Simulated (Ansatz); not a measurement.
# BN: 9 runs along one coordinate

System: BN (P1, 4 atoms in the cell).
Method: DFT PBE, scalar-relativistic, plane waves, PAW, no spin polarisation (Ansatz 0.2.0).

The 9 runs differ only in the geometry, by a shift of atoms along one path in a fixed cell. The shift s is measured from run 5: N4 moves along the Cartesian direction (0.25, −0.80, −0.55), and B1, B2 and N3 with it in fixed proportion. The structure derives from a Materials Project entry.

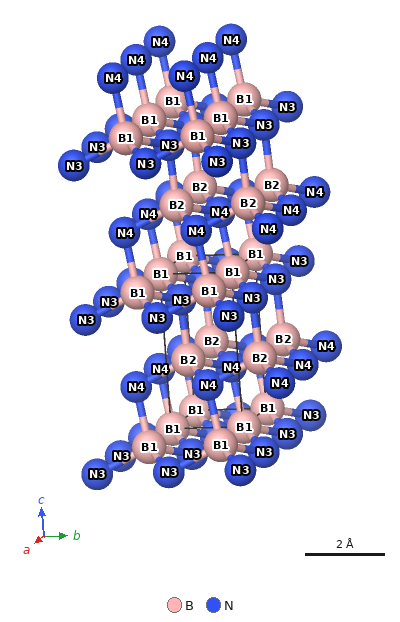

Figure 1. The structure of run 5 (ball-and-stick view of the cell of the calculation, repeated 2 × 2 × 2, seen slightly off an axis; bonded neighbours outside the cell are drawn too; atoms are numbered from 1 in the order of the input).

## Input of run 5
```yaml
crystal:
  lattice:
    - [0.0, -1.8123937734, -1.8123937734]
    - [-1.8123937734, 0.0, -1.8123937734]
    - [1.8123937734, 1.8123937734, -3.6247875468]
  atoms:
    - { symbol: B, position: [0.0025127632, 0.0191228933, 0.0] }
    - { symbol: B, position: [0.4974872368, 0.4808771067, 0.5] }
    - { symbol: "N", position: [0.3775714748, 0.3945697059, 0.875] }
    - { symbol: "N", position: [0.8724285252, 0.8554302941, 0.375] }
basis:
  ecutwfc: 520.0
kpoints:
  mp_grid: { grid: [6, 6, 6] }
hamiltonian:
  xc: pbe
scf:
  occupations: { method: gaussian, width: 0.05 }
output:
  forces: true
  stress: true
  eigenvalues: true
```

Command:
```bash
ansatz run input.yaml --threads 1 --pin off --max-ram 2048MiB --backend cpu --events-out ev --progress --plain --runs-dir out
```

Lattice vectors (Å) and fractional positions of run 5:
```
   0.000000   -1.812394   -1.812394
  -1.812394    0.000000   -1.812394
   1.812394    1.812394   -3.624788
B   0.002513  0.019123 -0.000000
B   0.497487  0.480877  0.500000
N   0.377571  0.394570  0.875000
N   0.872429  0.855430  0.375000
```

Run 3 differs from it as follows:
```diff
-    - { symbol: B, position: [0.0025127632, 0.0191228933, 0.0] }
-    - { symbol: B, position: [0.4974872368, 0.4808771067, 0.5] }
-    - { symbol: "N", position: [0.3775714748, 0.3945697059, 0.875] }
-    - { symbol: "N", position: [0.8724285252, 0.8554302941, 0.375] }
+    - { symbol: B, position: [0.0171344918, 0.014582214, 0.0] }
+    - { symbol: B, position: [0.4828655082, 0.485417786, 0.5] }
+    - { symbol: "N", position: [0.3925348447, 0.3899229321, 0.875] }
+    - { symbol: "N", position: [0.8574651553, 0.8600770679, 0.375] }
```

## Results, with one run withheld

```tsv
run	shift s of N4 (Å)	free energy per atom, from the lowest run given (meV)	pressure (GPa)	gap on the mesh (eV)	force along the path (eV/Å)
1	−0.0680	37.60	−0.28	4.28	3.536
2	−0.0510	24.07	−0.21	4.33	2.831
3	−0.0340	?	?	?	?
4	−0.0170	6.02	−0.11	4.39	1.416
5	0.0000	1.50	−0.08	4.41	0.708
6	0.0170	0.00	−0.07	4.41	0.000
7	0.0340	1.51	−0.08	4.41	−0.708
8	0.0510	6.02	−0.11	4.39	−1.416
9	0.0680	13.54	−0.15	4.37	−2.124
```

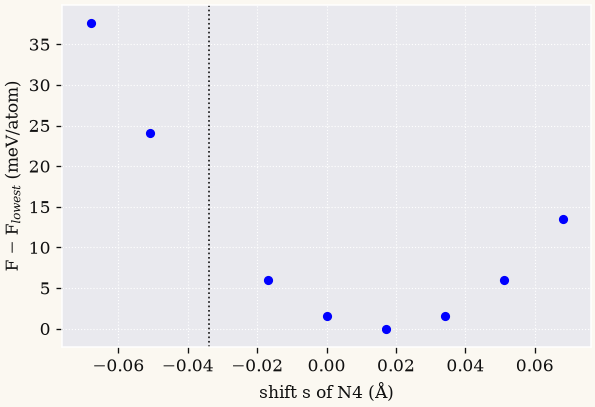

Figure 2. Free energy per atom of the runs given; the dotted line marks run 3.

What should run 3 give?

A cubic polynomial in the coordinate, fitted to the 8 runs given, misses them by at most 0.01 meV per atom. With x = s − 0.0042, it reads F = 0.85415 − 133.24 x + 5204.8 x² + 10.357 x³ (meV per atom). At run 3 it gives 13.54 meV per atom, and the run itself gives 13.54. The slope of the fit gives a force −dF/ds of 2.123 eV/Å along the path (summed over the atoms that move), and the printed forces give 2.124 eV/Å. The fit has its minimum at s = 0.0170 Å. The gap on the mesh lies between 4.28 eV (run 1) and 4.41 eV (run 6); run 3 has 4.36 eV. These are gaps of this functional on this mesh, which can miss the band edges; they aren't the measured gap.

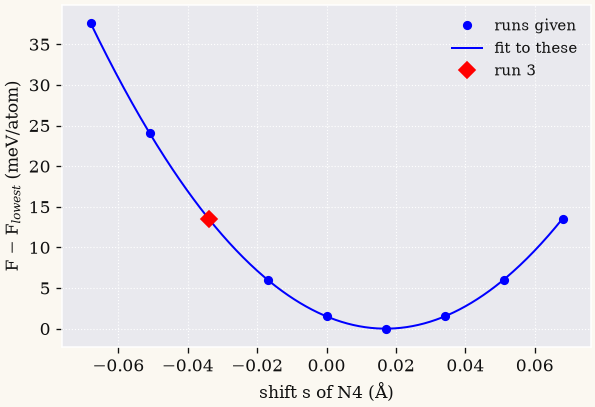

Figure 3. The fit and the withheld run.

## Output, shortened to warnings, some set-up lines, iterations and results (run 3)
```
Basis set: ecut = 520 eV, 663 PW (Γ), exchange–correlation on 40×40×72 points (8 copies of the dense FFT grid, shifted against one another)
Symmetry: 1 space group operations
k-points: 112 of 216 (time reversal used)
Initial density: superposition of atomic densities (neutral atoms: chi_scale 0, normalization atom), corrected by the library's trained network
[...]
SCF iter   1: F=—  HF=-1084.452226 eV  |F-HF|=—  |Δ(HF+E_count)|=         —  Δρ=2.33e-3  dr2=5.74e-4  ethr=1.77e-3  ⟨swp⟩=5.7  Hψ=7286  notcnv=0
SCF iter   2: F=—  HF=-1084.452625 eV  |F-HF|=—  |Δ(HF+E_count)|=   3.99e-4  Δρ=1.16e-3  dr2=9.20e-5  ethr=3.59e-6  ⟨swp⟩=2.0  Hψ=3136  notcnv=0
SCF iter   3: F=—  HF=-1084.452730 eV  |F-HF|=—  |Δ(HF+E_count)|=   1.05e-4  Δρ=5.21e-4  dr2=1.84e-5  ethr=5.75e-7  ⟨swp⟩=2.2  Hψ=2105  notcnv=0
SCF iter   4: F=—  HF=-1084.452768 eV  |F-HF|=—  |Δ(HF+E_count)|=   3.82e-5  Δρ=5.22e-5  dr2=2.32e-7  ethr=1.15e-7  ⟨swp⟩=2.0  Hψ=2172  notcnv=0
SCF iter   5: F=-1084.452768 eV  HF=-1084.452768 eV  |F-HF|=5.17e-9  |Δ(HF+E_count)|=   3.64e-7  Δρ=1.24e-5  dr2=2.40e-8  ethr=1.45e-9  ⟨swp⟩=2.0  Hψ=2240  notcnv=0
SCF iter   6: F=-1084.452768 eV  HF=-1084.452768 eV  |F-HF|=5.19e-9  |Δ(HF+E_count)|=   7.33e-9  Δρ=6.20e-6  dr2=8.52e-9  ethr=1.50e-10  ⟨swp⟩=2.2  Hψ=4822  notcnv=0
SCF 1 converged in 6 iterations: F = -1084.452768 eV  dr2 = 8.52e-9
SCF converged after 6 iterations
Free energy (F): -1084.452768 eV
Harris-Foulkes:  -1084.452768 eV  (|F-HF|=5.19e-9)
Internal energy: -1084.452768 eV  (E = F + TS)
E sigma→0 (E₀):  -1084.452768 eV
Fermi energy:    13.300735 eV
--- Per-component energies (eV) ---
  E_band       = 51.737134
  E_kinetic    = 369.867711
  E_local      = -351.365424  (includes V_loc(G=0)·N_el)
  E_nonlocal   = 113.275794
  E_hartree    = 98.397921
  E_xc         = -186.548824
  E_vxc        = -232.010903  (∫ρ·V_xc dr)
  E_paw        = -412.854809  (= ΣΔE_a)
  E_vpaw       = -44.825992  (= ΣTr[D̂ρ^β])
  E_aug_tail   = 0.000019  (compensation charges beyond the density's cutoff)
  E_ewald      = -715.225158
  E_smearing   = -0.000000  (= −TS)
  E_closure    = 0.000000  (closes the sum)
  Σ components = -1084.452768   (vs F -1084.452768, Δ=0.00e0)
--- Forces (eV/Å), atoms counted from 1 ---
  atom   1  B      0.24840587     0.28978887     0.53417272
  atom   2  B     -0.23847779    -0.28211976    -0.52148461
  atom   3  N      0.32286201     0.38101490     0.70033300
  atom   4  N     -0.33278890    -0.38868286    -0.71302163
  max |Σ_I F_I| component: 1.18e-6 eV/Å
--- Stress (GPa, compression-positive) ---
        0.536277       0.099451      -0.411650
        0.099451       0.344873      -0.446947
       -0.411645      -0.446943      -1.330603
  P = ⅓ Tr σ = -0.1498 GPa (-1.498 kbar)
```
